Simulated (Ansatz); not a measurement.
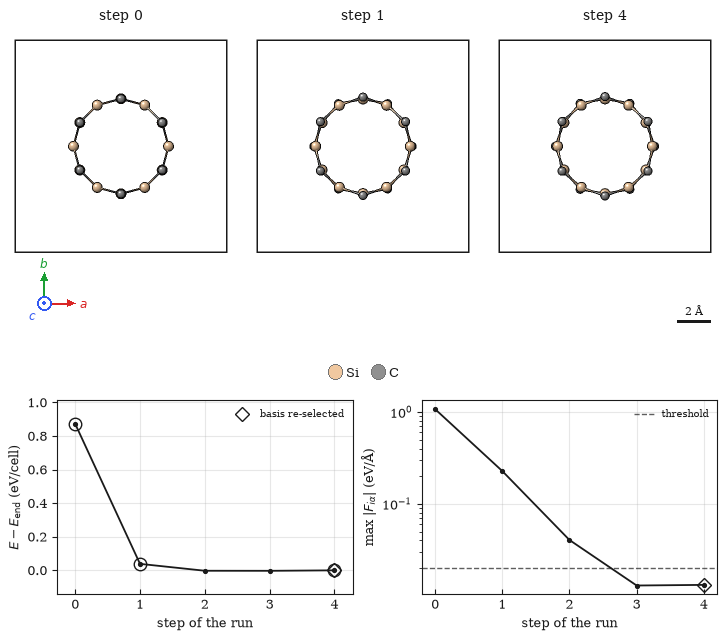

Frames of a relaxation of a wire of composition SiC, marked on the history of the run. The picture is a ball-and-stick view of the cell of the calculation, with the vacuum cut short, seen along the c axis.

Case: (6,0) tube.

Method: Ansatz 0.2.0, DFT PBE, scalar-relativistic, plane waves, PAW. Settings: plane-wave cutoff 420 eV; k-point mesh 1 × 1 × 9; occupations gaussian; smearing width 0.05 eV; no spin polarisation; cell relaxed at fixed a, b, alpha, beta, gamma; force threshold 0.02 eV/Å; at most 45 steps.

**What happens along the run?**

The largest moves relative to the centre of the atoms, 0.13 Å, are those of C atoms. By element the largest moves are C 0.13 Å, Si 0.01 Å. Along the periodic axis the drawn cell goes c 5.363 → 5.322 Å (−0.8 %). Some distances before and after: C–Si 1.773 → 1.798 Å. Among the angles between lasting bonds that change: C–Si–C 113.0° → 118.4°, Si–C–Si 113.0° → 110.1°, Si–C–Si 120.3° → 117.6°. The energy falls by 0.873 eV per cell of the calculation in 3 accepted moves (4 points after the start). The largest force component goes from 1.1 to 0.013 eV/Å. At 1 point the geometry stayed and the basis and grid were re-selected for the new cell (energy shift of 2.8 meV per cell of the calculation at most each time). Cost: 71 s on 4 threads of Arm Neoverse V2, with other jobs on the host, peak memory 1.9 GiB. From step 0 to 1: C atoms move most (0.10 Å), energy −0.834 eV per cell of the calculation. From step 1 to 4: C atoms move most (0.03 Å), energy −38.6 meV per cell of the calculation.

```
step  E − E(0), meV/atom  largest force component, eV/Å                      note
   0                0.00                         1.0776                          
   1              -34.76                         0.2280                          
   2              -36.47                         0.0404                          
   3              -36.48                         0.0129                          
   4              -36.37                         0.0131  same geometry, new basis
```
